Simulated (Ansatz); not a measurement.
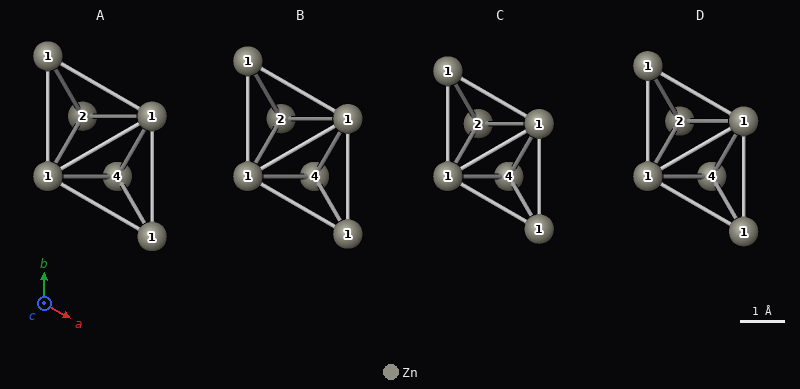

4 geometries from one relaxation of solid Zn (a generated structure, set up in P6_3/mmc) (coarse preliminary run), in shuffled order. Style: ball-and-stick. Shown: the cell of the calculation, along the c axis.

Case: Cu → Zn on all its sites, cell and atoms relaxed.

Level of theory: Ansatz, DFT r2SCAN, scalar-relativistic, plane waves, PAW. (plane-wave cutoff 500 eV; k-point mesh 12 × 12 × 4; occupations gaussian; smearing width 0.1 eV; no spin polarisation; cell and atoms relaxed; force threshold 0.05 eV/Å; at most 60 steps)

Order the frames from highest to lowest energy.

C, D, B, A. They are steps 0, 1, 2, 7, at +3.219 eV per cell of the calculation, +1.076 eV per cell of the calculation, +0.208 eV per cell of the calculation relative to the last. No atom moves by more than 0.005 Å relative to the cell. The volume changes by +44.7 %, with a = b 2.400 → 2.739 Å (+14.2 %), c 7.840 → 8.703 Å (+11.0 %). Some distances before and after: Zn–Zn 2.400 → 2.739 Å, Zn–Zn 2.400 → 2.690 Å. The space group stays P6_3/mmc (No. 194). The energy falls by 3.219 eV per cell of the calculation in 6 accepted moves (7 points after the start). All forces vanish by symmetry, so only the cell relaxes. Pressure: 84.77 GPa at the start and 0.19 GPa at the end. At 1 point the geometry stayed and the basis and grid were re-selected for the new cell (energy shift of 15.8 meV per cell of the calculation at most each time). Cost: 2.6 min on 1 thread of Intel(R) Xeon(R) Processor @ 2.50GHz (Skylake/Cascade Lake), on a shared host, peak memory 0.52 GiB.
